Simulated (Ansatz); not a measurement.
Single-point calculation, with input and output: Cu

Cu (Fm-3m, 1 atom in the cell), computed with DFT PBEsol, scalar-relativistic, plane waves, PAW, no spin polarisation (Ansatz 0.2.0).

The structure derives from an entry of the Crystallography Open Database. It belongs to a series of runs on one base structure; here: volume × 0.94. Figures and captions count atoms from 1; the log counts them from 0 in places.

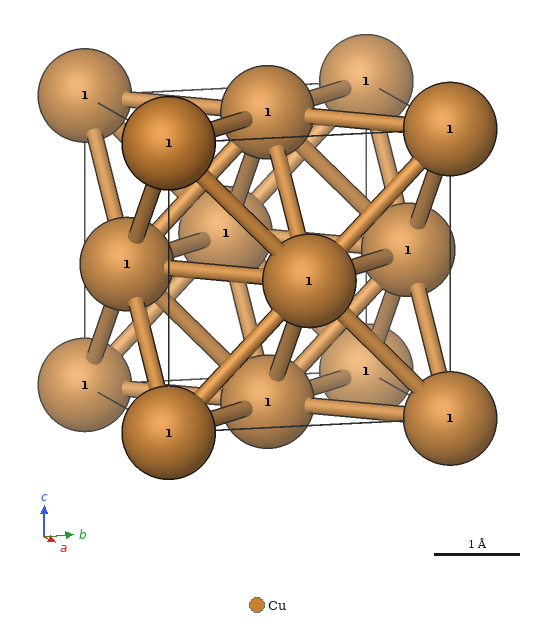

The structure (ball-and-stick view of the cell 4 times as large as that of the calculation, set on its symmetry axes, seen slightly off an axis; atoms are numbered from 1 in the order of the input). An atom can appear more than once, as a periodic image. Near neighbours in the periodic cell (some may lie outside the picture): Cu has 12 Cu at 2.47 Å.

## Summary

| quantity | value |
| --- | --- |
| outcome | converged |
| space group (tolerance 0.01 Å) | Fm-3m (225) |
| electrons treated | 19 |
| free energy | −6588.7500 eV |
| Fermi energy | 18.956 eV |
| gap on the k-point mesh | none (metallic) |
| pressure | 12.19 GPa |
| largest force (length of the vector) | under 0.001 eV/Å |
| hardware | 1 thread of Intel Xeon @ 2.50GHz (Skylake/Cascade Lake), 189 GiB of memory available, shared host |
| wall time | 5.1 s |
| peak memory | 0.33 GiB |

## Notes

The cell is under a pressure of 12.2 GPa at this level, so it is not at its equilibrium volume.

## Input
```yaml
crystal:
  lattice:
    - [0.0, 1.745314897, 1.745314897]
    - [1.745314897, 0.0, 1.745314897]
    - [1.745314897, 1.745314897, 0.0]
  atoms:
    - { symbol: Cu, position: [0.0, 0.0, 0.0] }
basis:
  ecutwfc: 420
kpoints:
  mp_grid: { grid: [20, 20, 20] }
hamiltonian:
  xc: pbesol
scf:
  occupations: { method: gaussian, width: 0.1 }
output:
  forces: true
  stress: true
  eigenvalues: true
```

Launched with:
```bash
ansatz run input.yaml --threads 1 --pin off --max-ram 2560MiB --backend cpu --events-out ev --progress --plain --runs-dir out
```

## The program's output
```
Engine: ansatz 0.2.0, x86_64-unknown-linux-gnu
Pseudopotentials: kind: paw
Pseudopotential: Cu, paw, valence charge 19, recommended cutoff 420 eV (normal), Cu.paw.azcp
Functional definition: PBEsol
  exchange = pbesol_x
  correlation = pbesol_c
Crystal: 1 atoms, lattice volume = 10.633 Å³
Basis set: ecut = 420 eV, 181 PW (Γ), exchange–correlation on 36×36×36 points (8 copies of the dense FFT grid, shifted against one another)
Bands: 14, of which v1, the nominal top of the filled ones, is band 10 counted from 1 (9 counted from 0)
Symmetry: 48 space group operations
Space group: Fm-3m (ITA 225), of the structure as read, at distance tolerance 2.2e-5 Å
k-points: 256 of 8000
Non-local potential: Cu, projectors of the file, l = 0: 3, l = 1: 2, l = 2: 3, l = 3: 1
PAW form: soft (Blöchl's): semilocal exchange-correlation on the pseudo side does not see the compensation charge
PAW frozen core: Cu, regenerated for the run's functional, and the local potential with it (the file was generated under x = pbe(κ = 0.804, μ = 0.2195149727645171), c = pbe(β = 0.06672455060314922))
PAW one-centre angular grid: Cu, 590 points (default); XC on 64 Gauss nodes
Initial density: superposition of atomic densities (neutral atoms: chi_scale 0, normalization atom), corrected by the library's trained network
Initial wavefunctions: pseudopotential atomic-orbital guess
Functional: x = pbesol(κ = 0.804, μ = 0.12345679012345678), c = pbesol(β = 0.046)
SCF iter   1: F=—  HF=-6588.755304 eV  |F-HF|=—  |Δ(HF+E_count)|=         —  Δρ=2.00e-2  dr2=2.13e-2  ethr=1.77e-3  ⟨swp⟩=5.2  Hψ=18084  notcnv=0
preconditioner: auto → none  [metal: Δε(μ)=0.048 eV  Ē_g=18.223 eV  σ=0.100 eV  W_gap=0.26  n_scr=0 (ndim 8)  ℏωp=37.8 eV  f_vac=0.000  D(μ)=0.27/eV (n_scr^D=0)]
SCF iter   2: F=—  HF=-6588.750059 eV  |F-HF|=—  |Δ(HF+E_count)|=   5.24e-3  Δρ=1.11e-3  dr2=6.87e-5  ethr=1.12e-4  ⟨swp⟩=2.7  Hψ=7632  notcnv=0  defer=93
SCF iter   3: F=—  HF=-6588.750025 eV  |F-HF|=—  |Δ(HF+E_count)|=   3.45e-5  Δρ=9.59e-4  dr2=3.47e-5  ethr=3.62e-7  ⟨swp⟩=2.0  Hψ=5904  notcnv=0  defer=93
SCF iter   4: F=—  HF=-6588.750047 eV  |F-HF|=—  |Δ(HF+E_count)|=   2.21e-5  Δρ=6.03e-5  dr2=1.30e-7  ethr=1.83e-7  ⟨swp⟩=1.0  Hψ=3482  notcnv=0  defer=93
iter 5 did not close the SCF: its close was put off for the readings that it lacked (scf_convergence_deferred on its scf_iter line)
SCF iter   5: F=-6588.750046 eV  HF=-6588.750046 eV  |F-HF|=9.82e-11  |Δ(HF+E_count)|=   3.04e-7  Δρ=2.24e-6  dr2=2.02e-10  ethr=6.85e-10  ⟨swp⟩=2.0  Hψ=4294  notcnv=0  defer=93
SCF iter   6: F=-6588.750046 eV  HF=-6588.750046 eV  |F-HF|=0.00e0  |Δ(HF+E_count)|=  3.09e-10  Δρ=1.08e-7  dr2=4.06e-13  ethr=1.06e-12  ⟨swp⟩=2.4  Hψ=11636  notcnv=0
SCF 1 converged in 6 iterations: F = -6588.750046 eV  dr2 = 4.06e-13
  greatest PAW one-centre occupation: 1.000 electrons in one spin orbital (limit 2), on the Cu atom at site 0 (counted from 0), in its partial waves of l = 0
```

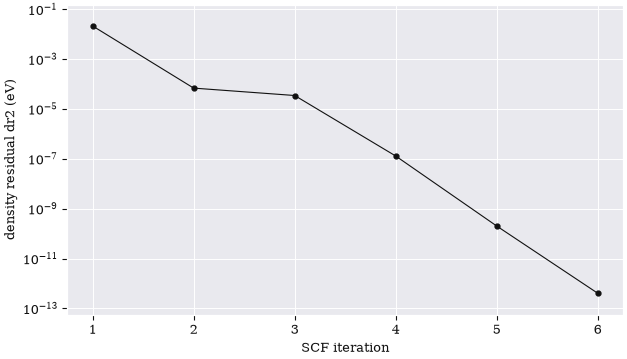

Convergence of the self-consistent field: density residual dr2 against the SCF iteration. The residual falls at every step.

```
SCF converged after 6 iterations
Free energy (F): -6588.750046 eV
Harris-Foulkes:  -6588.750046 eV  (|F-HF|=0.00e0)
Internal energy: -6588.748763 eV  (E = F + TS)
E sigma→0 (E₀):  -6588.749405 eV
Entropy (-TS):   -0.001284 eV (-1.284 meV/atom)
Fermi energy:    18.956050 eV
--- Per-component energies (eV) ---
  E_band       = -321.676814
  E_kinetic    = 301.610630
  E_local      = -3854.117626  (includes V_loc(G=0)·N_el)
  E_nonlocal   = 390.526335
  E_hartree    = 1702.074257
  E_xc         = -90.038064
  E_vxc        = -116.737700  (∫ρ·V_xc dr)
  E_paw        = -1625.105296  (= ΣΔE_a)
  E_vpaw       = -447.107208  (= ΣTr[D̂ρ^β])
  E_aug_tail   = 0.000260  (compensation charges beyond the density's cutoff)
  E_ewald      = -3413.905460
  E_core_change = 0.206202  (= ΣΔE_core)
  E_smearing   = -0.001284  (= −TS)
  E_closure    = -0.000000  (closes the sum)
  Σ components = -6588.750046   (vs F -6588.750046, Δ=0.00e0)
--- Forces (eV/Å), atoms counted from 1 ---
  atom   1  Cu    -0.00000000     0.00000000     0.00000000
  max |Σ_I F_I| component: 1.07e-31 eV/Å
--- Stress (GPa, compression-positive) ---
       12.193083       0.000000      -0.000000
        0.000000      12.193083       0.000000
        0.000000       0.000000      12.193083
  P = ⅓ Tr σ = 12.1931 GPa (121.931 kbar)
--- Band table (eV; the first three rows and the last of 256) ---
  k-point 0: bands = ["-93.5548", "-50.9869", "-50.9869", "-50.9869", "8.6824", "15.6201", "15.6201", "15.6201", "16.6130", "16.6130", "42.3951", "45.7035", "45.7035", "45.7035"]
  k-point 1: bands = ["-93.5543", "-50.9910", "-50.9875", "-50.9875", "8.7810", "15.5962", "15.6408", "15.6408", "16.6044", "16.6044", "41.9821", "44.3387", "45.3938", "45.3938"]
  k-point 2: bands = ["-93.5527", "-51.0027", "-50.9893", "-50.9893", "9.0737", "15.5298", "15.6965", "15.6965", "16.5849", "16.5849", "40.1331", "43.4078", "44.7892", "44.7892"]
  k-point 255: bands = ["-93.5244", "-51.0957", "-51.0957", "-51.0500", "14.2650", "14.9932", "14.9932", "16.5539", "17.4585", "25.5390", "25.5390", "27.7922", "28.6835", "48.6847"]
```
